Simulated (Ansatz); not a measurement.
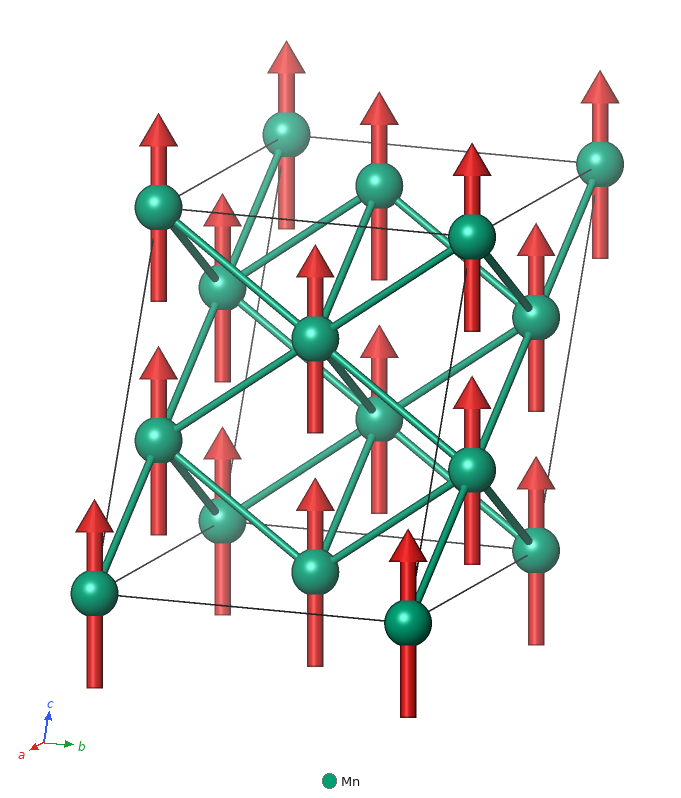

We look at a ball-and-stick model of the crystal slightly off an axis. The lines enclose the simulation cell; boundary atoms appear with their images. Arrows are the site magnetic moments above 0.25 μB; longer means larger, and red and blue are up and down (without spin-orbit coupling the axis itself is arbitrary).

This is the state reached for Mn. All computed values are from DFT PBEsol, scalar-relativistic, plane waves, PAW in Ansatz. Settings: plane-wave cutoff 420 eV, 10×10×10 k-mesh, Gaussian smearing of 0.1 eV, collinear spins.

Which kind of magnetic order is this?

Answer. Ferromagnetic (within this cell). Site moments: 6 Mn +0.5 μB. The net spin moment of the whole cell is 3.3 μB.

Provenance: a structure listed in the Materials Project, with elements exchanged, so it need not be a known form of the compound. Cell shown after relaxation with DFT PBEsol, scalar-relativistic, plane waves, PAW (Ansatz).
